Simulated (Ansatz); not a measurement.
**Single-point calculation of PtSe$_{4}$**

The run: single-point calculation of PtSe$_{4}$ (slab, 5 atoms in the cell). Method and program: DFT r2SCAN, scalar-relativistic, plane waves, PAW, no spin polarisation (Ansatz 0.2.0).

The structure derives from an entry of the Crystallography Open Database. It belongs to a series of runs on one base structure; here: functional: r2scan. Figures and captions count atoms from 1; the log counts them from 0 in places.

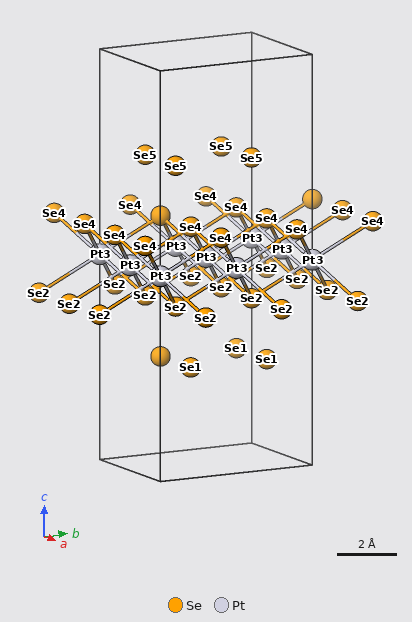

Figure 1. The structure as given in the input (ball-and-stick view of the 2 × 2 repeat of the cell, with the vacuum cut short, seen slightly off an axis; bonded neighbours outside the cell are drawn too; atoms are numbered from 1 in the order of the input).

Input:
```yaml
crystal:
  lattice:
    - [3.7603063796, 0.0, 0.0]
    - [-1.8801531898, 3.2565208507, 0.0]
    - [0.0, 0.0, 22.1900263333]
  atoms:
    - { symbol: Se, position: [0.3333333333, 0.6666666667, 0.3379896845] }
    - { symbol: Se, position: [0.6666666667, 0.3333333333, 0.4428469366] }
    - { symbol: Pt, position: [0.0, 0.0, 0.5] }
    - { symbol: Se, position: [0.3333333333, 0.6666666667, 0.5571530634] }
    - { symbol: Se, position: [0.6666666667, 0.3333333333, 0.6620103155] }
basis:
  ecutwfc: 500
kpoints:
  mp_grid: { grid: [9, 9, 1] }
hamiltonian:
  xc: r2scan
scf:
  occupations: { method: gaussian, width: 0.1 }
output:
  forces: true
  stress: true
  eigenvalues: true
  write_density: true
  write_potential: true
  elf: true
  volumetric_format: npy
efield:
  axis: 3
  dipole_correction: true
  ramp_width: 0.04
```

Run on 2 threads of Arm Neoverse V2, 24 GiB of memory available, shared host.

Run as:
```bash
ansatz run input.yaml --threads 2 --pin off --max-ram 5632MiB --backend cpu --events-out ev --progress --plain --runs-dir out
```

What the program printed:
```
Engine: ansatz 0.2.0, aarch64-unknown-linux-gnu
Pseudopotentials: kind: paw
Pseudopotential: Se, paw, valence charge 16, recommended cutoff 500 eV (meta_gga), Se.paw.azcp
Pseudopotential: Pt, paw, valence charge 18, recommended cutoff 500 eV (meta_gga), Pt.paw.azcp
Functional definition: r2SCAN
  parameter k0 = 0.174
  parameter k1 = 0.065
  parameter a1 = 4.9479
  exchange = r2scan_x(k0 = k0, k1 = k1, a1 = a1)
  correlation = r2scan_c
Crystal: 5 atoms, lattice volume = 271.728 Å³
Basis set: ecut = 500 eV, 6849 PW (Γ), exchange–correlation on 120×120×648 points (64 copies of the dense FFT grid, shifted against one another)
Bands: 50, of which v1, the nominal top of the filled ones, is band 41 counted from 1 (40 counted from 0)
Symmetry: 6 space group operations
k-points: 12 of 81 (time reversal used)
Non-local potential: Se, projectors of the file, l = 0: 2, l = 1: 2, l = 2: 3, l = 3: 1
Non-local potential: Pt, projectors of the file, l = 0: 3, l = 1: 2, l = 2: 2, l = 3: 1
PAW form: soft (Blöchl's): semilocal exchange-correlation on the pseudo side does not see the compensation charge
PAW frozen core: Se, regenerated for the run's functional (the file was generated under x = pbe(κ = 0.804, μ = 0.2195149727645171), c = pbe(β = 0.06672455060314922))
PAW frozen core: Pt, regenerated for the run's functional (the file was generated under x = pbe(κ = 0.804, μ = 0.2195149727645171), c = pbe(β = 0.06672455060314922))
PAW one-centre angular grid: Se, 590 points (default); XC on 160 Gauss nodes
PAW one-centre angular grid: Pt, 590 points (default); XC on 160 Gauss nodes
Initial density: superposition of atomic densities (neutral atoms: chi_scale 0, normalization atom), corrected by the library's trained network
Initial wavefunctions: pseudopotential atomic-orbital guess
Functional: x = r2scan, c = r2scan; τ floored in thin density (d = 2e-4 eV/Å³)
SCF iter   1: F=—  HF=-34447.133602 eV  |F-HF|=—  |Δ(HF+E_count)|=         —  Δρ=4.78e-3  dr2=4.21e-1  dr2_τ=4.14e-2  ethr=1.77e-3  p=0.000 e·Å  D=3.10e-13 V/Å  ΔV_dip=-0.00 eV  dr2_dipole=3.96e-9  V_vac-E_F(+/−)=6.33/6.33 eV  ⟨swp⟩=8.3  Hψ=2495  notcnv=0  defer=6
efield: sawtooth ramp at fractional position 0.9800 (placed from the atoms, in the widest stretch of the axis that holds none; the zero of the levels goes with the place), width 0.0400; the density the first Hamiltonian is built on has a dipole p = 0.000 e·Å; the dipole correction subtracts the counter field D = 3.10e-13 V/Å, which shifts the + side's vacuum level by -0.00 eV against the − side's; the planar-averaged density in the ramp window peaks in size at 1.1e-5 e/Å³
preconditioner: auto → LDOS  [insulator: Δε(μ)=0.111 eV  Ē_g=9.975 eV  σ=0.100 eV  W_gap=0.50  n_scr=56 (ndim 8)  ℏωp=13.1 eV  f_vac=0.539  D(μ)=4.14/eV (n_scr^D=10)  ε∞_Penn≈2.7  β→1.0]
SCF iter   2: F=—  HF=-34447.140742 eV  |F-HF|=—  |Δ(HF+E_count)|=   7.14e-3  Δρ=2.77e-3  dr2=2.45e-2  dr2_τ=2.85e-3  ethr=5.13e-4  p=-0.000 e·Å  D=-1.11e-5 V/Å  ΔV_dip=0.00 eV  dr2_dipole=2.48e-8  V_vac-E_F(+/−)=6.36/6.36 eV  ⟨swp⟩=2.2  Hψ=887  notcnv=0  defer=41
SCF iter   3: F=—  HF=-34447.137237 eV  |F-HF|=—  |Δ(HF+E_count)|=   3.51e-3  Δρ=9.49e-4  dr2=4.28e-3  dr2_τ=9.40e-4  ethr=2.99e-5  p=-0.000 e·Å  D=-4.90e-6 V/Å  ΔV_dip=0.00 eV  dr2_dipole=1.31e-8  V_vac-E_F(+/−)=6.36/6.36 eV  ⟨swp⟩=2.0  Hψ=1109  notcnv=0  defer=41
SCF iter   4: F=—  HF=-34447.136129 eV  |F-HF|=—  |Δ(HF+E_count)|=   1.11e-3  Δρ=1.42e-4  dr2=1.03e-4  dr2_τ=3.27e-6  ethr=5.22e-6  p=-0.000 e·Å  D=-2.93e-6 V/Å  ΔV_dip=0.00 eV  dr2_dipole=1.01e-9  V_vac-E_F(+/−)=6.36/6.36 eV  ⟨swp⟩=2.2  Hψ=1053  notcnv=0  defer=41
SCF iter   5: F=—  HF=-34447.136146 eV  |F-HF|=—  |Δ(HF+E_count)|=   1.72e-5  Δρ=6.05e-5  dr2=1.23e-5  dr2_τ=5.74e-7  ethr=1.26e-7  p=-0.000 e·Å  D=-1.39e-6 V/Å  ΔV_dip=0.00 eV  dr2_dipole=5.15e-13  V_vac-E_F(+/−)=6.36/6.36 eV  ⟨swp⟩=2.0  Hψ=881  notcnv=0  defer=41
SCF iter   6: F=—  HF=-34447.136300 eV  |F-HF|=—  |Δ(HF+E_count)|=   1.54e-4  Δρ=1.42e-5  dr2=5.22e-7  dr2_τ=5.38e-8  ethr=1.51e-8  p=-0.000 e·Å  D=-4.88e-7 V/Å  ΔV_dip=0.00 eV  dr2_dipole=4.21e-14  V_vac-E_F(+/−)=6.36/6.36 eV  ⟨swp⟩=2.2  Hψ=1045  notcnv=0  defer=41
SCF iter   7: F=-34447.136300 eV  HF=-34447.136300 eV  |F-HF|=1.52e-8  |Δ(HF+E_count)|=   6.96e-7  Δρ=4.28e-6  dr2=8.52e-8  dr2_τ=1.47e-9  ethr=1.22e-10  p=-0.000 e·Å  D=-1.23e-7 V/Å  ΔV_dip=0.00 eV  dr2_dipole=1.61e-12  V_vac-E_F(+/−)=6.36/6.36 eV  ⟨swp⟩=19.9  Hψ=5766  notcnv=0
SCF 1 converged in 7 iterations: F = -34447.136300 eV  dr2 = 8.52e-8
  greatest PAW one-centre occupation: 1.000 electrons in one spin orbital (limit 2), on the Pt atom at site 2 (counted from 0), in its partial waves of l = 0
WARN: The output density's exchange-correlation potential varies sharply where the density is thin. Do not read a vacuum level from v_tot or v_xc, or from such a field of the output density. On a cell that repeats whose density bears no net charge and no dipole along the vacuum's axis use v_es (v_loc + v_h of the components); under efield.dipole_correction with no amplitude use v_es + v_field, which holds any external_charges[].barrier, or the levels of the report's work_function block, which leave it out; under a non-zero efield.amplitude the vacuum is tilted and has no level; on a cell that repeats and bears such a dipole with no correction it is tilted too, and efield.dipole_correction with no amplitude gives each side of its ramp a level where efield: is served; in a cell that repeats whose density bears a net charge (total_charge, or a fill off its count) it is curved and has none; of a slab under crystal.periodic whose density bears no net charge use v_es, which has a level on each side, short of where the two are joined; of another it falls or rises all the way out and has none; of a slab beside external_charges read slab_vacuum_level instead, which it has where they leave it neutral. The grid or the basis barely resolves most such structure, and the values can differ between equally converged runs; as a rule a tighter scf.convergence.dr2_threshold does not remove it. Where the density itself ripples (under the LDA too) a higher basis.ecutwfc lessens it. The files hold the spikes' plane waves up to the density's cutoff. Files: v_tot_of_output_density and the like, and their columns of v_z.tsv (output.write_potential); v_xc_of_output_density and the like, and their columns of v_comp_z.tsv (output.write_potential_components). Measured: with its Gaussian average of σ = 0.25 Å subtracted twice, the exchange-correlation potential is over 0.1 eV at 95 of the grid points where the equally averaged density (valence and model cores) is under 1e-3 e/Å³, and 0.171 eV at the most among them, at an averaged density of 1.6e-9 e/Å³. The input density's (outcome.potential() and, of a run that writes arrays, v_tot and v_xc) is over 0.1 eV, so measured, at 354 points of its own thin density, 0.304 eV at the most. See output.write_potential in the manual, Limitations
SCF converged after 7 iterations
Free energy (F): -34447.136300 eV
Harris-Foulkes:  -34447.136300 eV  (|F-HF|=1.52e-8)
Internal energy: -34447.114447 eV  (E = F + TS)
E sigma→0 (E₀):  -34447.125374 eV
Entropy (-TS):   -0.021853 eV (-4.371 meV/atom)
Fermi energy:    0.308411 eV
Dipole field:    D = -0.000002 V/Å  (p = -0.000002 e·Å, saw-weighted, corrected)
Work function:   Φ+ = 6.3567 eV   Φ− = 6.3567 eV
Levels:          The Fermi level and band energies are counted from a zero that moves with the ramp; work functions are not
--- Per-component energies (eV) ---
  E_band       = -2637.716346
  E_kinetic    = 1100.610799
  E_local      = -83343.750239  (includes V_loc(G=0)·N_el)
  E_nonlocal   = -2173.483217
  E_hartree    = 40983.620232
  E_xc         = -635.568774
  E_vxc        = -751.430417  (∫ρ·V_xc dr)
  E_paw        = -17184.836602  (= ΣΔE_a)
  E_vpaw       = 519.965210  (= ΣTr[D̂ρ^β])
  E_aug_tail   = -0.000674  (compensation charges beyond the density's cutoff)
  E_vtau       = 43.130108  (kinetic-family band-sum trace: ∫τ·v_τ [+ j·A + Jᵃ·Aᵃ] dr)
  E_efield     = 0.000000  (sawtooth field / dipole correction)
  E_vefield    = 0.000000  (∫n·V_field dr)
  E_ewald      = 26813.584602
  E_core_change = -7.290575  (= ΣΔE_core)
  E_smearing   = -0.021853  (= −TS)
  E_closure    = 0.000000  (closes the sum)
  Σ components = -34447.136300   (vs F -34447.136300, Δ=0.00e0)
--- Forces (eV/Å), atoms counted from 1 ---
  atom   1  Se     0.00000000     0.00000000     0.57199619
  atom   2  Se     0.00000000    -0.00000000    -0.95848489
  atom   3  Pt     0.00000000    -0.00000000    -0.00000024
  atom   4  Se     0.00000000     0.00000000     0.95848498
  atom   5  Se     0.00000000    -0.00000000    -0.57199620
  max |Σ_I F_I| component: 1.54e-7 eV/Å
--- Stress (GPa, compression-positive) ---
       -2.366053       0.000000      -0.000000
        0.000000      -2.366053       0.000000
       -0.000000       0.000000      -0.991363
  P = ⅓ Tr σ = -1.9078 GPa (-19.078 kbar)
--- Band table (eV; the first three rows and the last of 12) ---
  k-point 0: bands = ["-100.6114", "-54.2867", "-54.2867", "-54.1379", "-49.0498", "-49.0494", "-49.0433", "-49.0433", "-49.0395", "-49.0395", "-49.0094", "-49.0094", "-49.0074", "-49.0074", "-47.9068", "-47.9068", "-47.9068", "-47.9068", "-47.8464", "-47.8464", "-47.8464", "-47.8464", "-47.8264", "-47.8264", "-15.3136", "-13.6334", "-12.0874", "-11.7213", "-5.7946", "-5.7946", "-5.6833", "-3.2325", "-3.2325", "-2.1736", "-1.7887", "-0.8331", "-0.8331", "-0.0221", "0.9079", "0.9079", "1.1136", "1.1136", "1.1516", "2.7901", "2.7901", "5.3051", "6.1463", "6.7408", "6.7901", "7.8083"]
  k-point 1: bands = ["-100.6114", "-54.2879", "-54.2870", "-54.1379", "-49.0497", "-49.0494", "-49.0432", "-49.0430", "-49.0399", "-49.0396", "-49.0093", "-49.0093", "-49.0077", "-49.0075", "-47.9068", "-47.9068", "-47.9067", "-47.9067", "-47.8464", "-47.8464", "-47.8464", "-47.8464", "-47.8263", "-47.8263", "-15.1779", "-13.6049", "-12.0187", "-11.7158", "-5.8081", "-5.7063", "-5.5763", "-3.4741", "-3.3631", "-2.1062", "-1.9392", "-1.3103", "-0.8301", "-0.0202", "0.4840", "0.7528", "0.7616", "1.0562", "1.4163", "2.2975", "2.6713", "5.9959", "6.4747", "6.7587", "6.9020", "7.6121"]
  k-point 2: bands = ["-100.6113", "-54.2908", "-54.2879", "-54.1377", "-49.0496", "-49.0494", "-49.0428", "-49.0422", "-49.0409", "-49.0399", "-49.0090", "-49.0088", "-49.0082", "-49.0075", "-47.9068", "-47.9068", "-47.9065", "-47.9065", "-47.8465", "-47.8465", "-47.8464", "-47.8464", "-47.8262", "-47.8262", "-14.8002", "-13.5443", "-11.8420", "-11.6839", "-5.8024", "-5.4871", "-5.3485", "-4.2676", "-3.5732", "-2.5856", "-1.6331", "-1.4417", "-1.0488", "-0.9259", "-0.4853", "0.4546", "0.4834", "0.8815", "1.0311", "2.2885", "2.5436", "5.8654", "7.1140", "7.2944", "7.4916", "8.2011"]
  k-point 11: bands = ["-100.6112", "-54.2938", "-54.2938", "-54.1372", "-49.0495", "-49.0495", "-49.0437", "-49.0410", "-49.0410", "-49.0401", "-49.0091", "-49.0086", "-49.0086", "-49.0072", "-47.9064", "-47.9064", "-47.9064", "-47.9064", "-47.8466", "-47.8466", "-47.8466", "-47.8466", "-47.8260", "-47.8260", "-13.5272", "-13.5272", "-11.4559", "-11.4559", "-6.0687", "-5.5244", "-5.5244", "-4.2451", "-4.2451", "-3.2296", "-2.9601", "-2.0034", "-2.0034", "-1.2418", "-0.8161", "-0.8161", "-0.7446", "-0.0137", "-0.0137", "2.5052", "2.5052", "6.3381", "9.0825", "9.1648", "9.5495", "9.5495"]
```

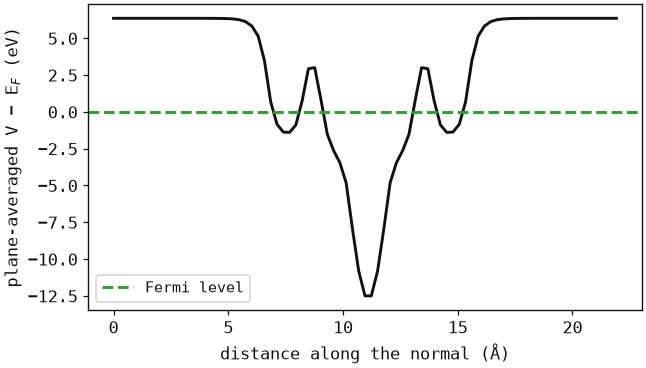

Figure 2. Plane average of the electrostatic potential energy of an electron across the cell, from the Fermi level. The vacuum level lies 6.36 eV above the Fermi level.

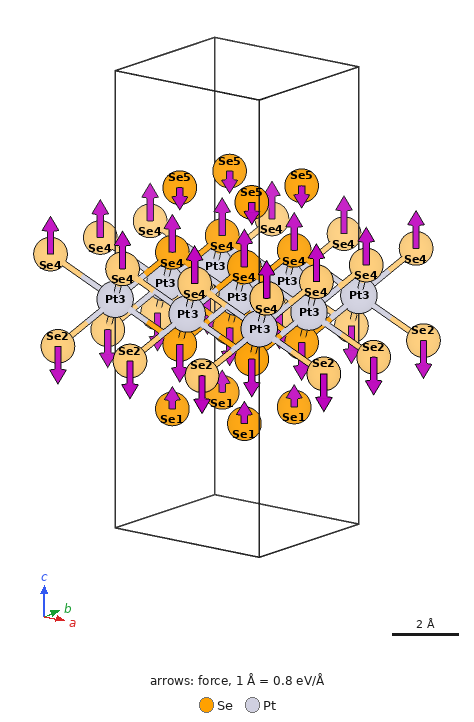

Figure 3. Forces on the atoms as pink arrows (ball-and-stick view of the 2 × 2 repeat of the cell, with the vacuum cut short, seen slightly off an axis; neighbours outside the cell are drawn fainter; atoms are numbered from 1 in the order of the input). The largest act on Se2, Se4 (0.96 eV/Å); Se1, Se5 (0.57 eV/Å). The geometry is not a stationary point of this energy.

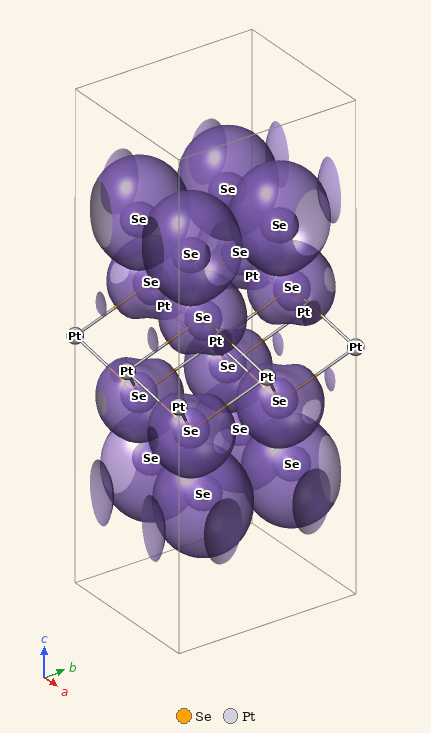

Figure 4. Isosurface of the electron localisation function at 0.6 (purple), seen slightly off an axis. Only the valence region is drawn (cores and ρ < 0.01 e/Å³ removed). Sticks mark near contacts. Counts are for one cell; the picture repeats the cell along the surface. Along the contacts the grid gives the following. Pt–Se (2.51 Å): the ELF is about 0.45 at the midpoint. In a PAW calculation such maps are meaningful between the atoms, not at the nuclei.

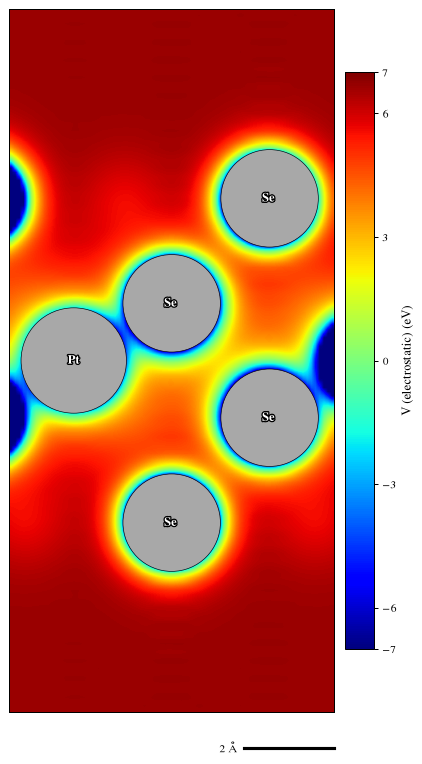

Figure 5. Electrostatic potential energy of an electron on the (110) plane of the calculation cell, a cut from vacuum to vacuum. Grey discs, where drawn, cover atomic cores. Atoms in the plane: Se and Pt.

Key numbers:

| quantity | value |
| --- | --- |
| outcome | converged |
| electrons treated | 82 |
| free energy | −34447.1363 eV |
| work function, top face | 6.36 eV |
| work function, bottom face | 6.36 eV |
| Fermi energy | 0.308 eV |
| gap on the k-point mesh | none (metallic) |
| work function (upper face) | 6.36 eV |
| largest force (length of the vector) | 0.958 eV/Å |
| wall time | 25 s (CPU time 47 s) |
| peak memory | 1 GiB |

The program warns: the exchange-correlation potential is rough where the density is thin. Spin–orbit coupling is left out, which matters for Pt.
